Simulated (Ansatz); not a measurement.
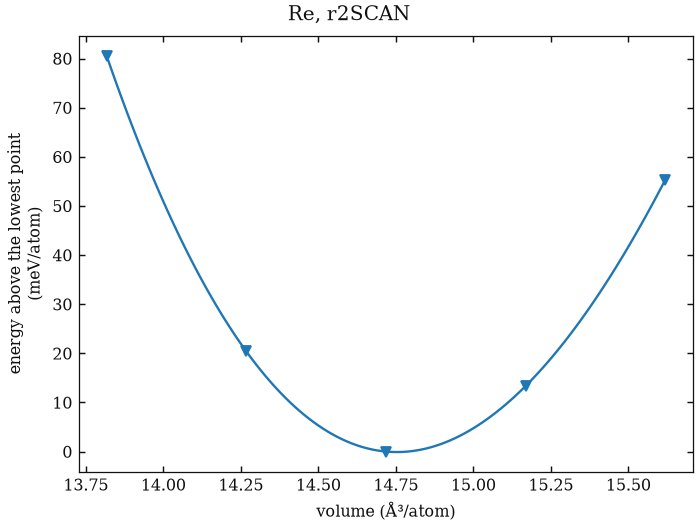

The plot gives the computed energy above the lowest point against volume for Re, space group Fm-3m (No. 225) (one of a set of cubic test structures, which need not be the stable phase).

Method: equation of state of a cubic crystal from periodic Kohn-Sham density functional theory without spin, third-order Birch-Murnaghan fit to the free energies; pressure corrected for the finite basis (Ansatz 0.2.0 development build). Level: r2SCAN.

- structure type: fcc
- atoms in cell: 1
- space group number: 225
- lattice centring: face-centred primitive
- k mesh: 15×15×15
- occupation method: Fermi–Dirac
- occupation width: 0.1 eV
- wave cutoff: 500 eV
- datasets: soft-1 PAW
- density tolerance: 1e−07 eV
- bands: 12
- density cutoff ratio: 4
- search for lower states: default

From this curve and the settings, what does the calculation give for the pressure at the same points?

The pressure falls from 29.3 GPa at volume 13.82 Å³/atom to −19.5 GPa at 15.62 Å³/atom, and changes sign near 14.76 Å³/atom.

| volume (Å³/atom) | pressure (GPa) |
| --- | --- |
| 13.82 | 29.3 |
| 14.27 | 13.9 |
| 14.72 | 0.9 |
| 15.17 | −10.1 |
| 15.62 | −19.5 |

Keep in mind: cubic model structure, not the ambient form.
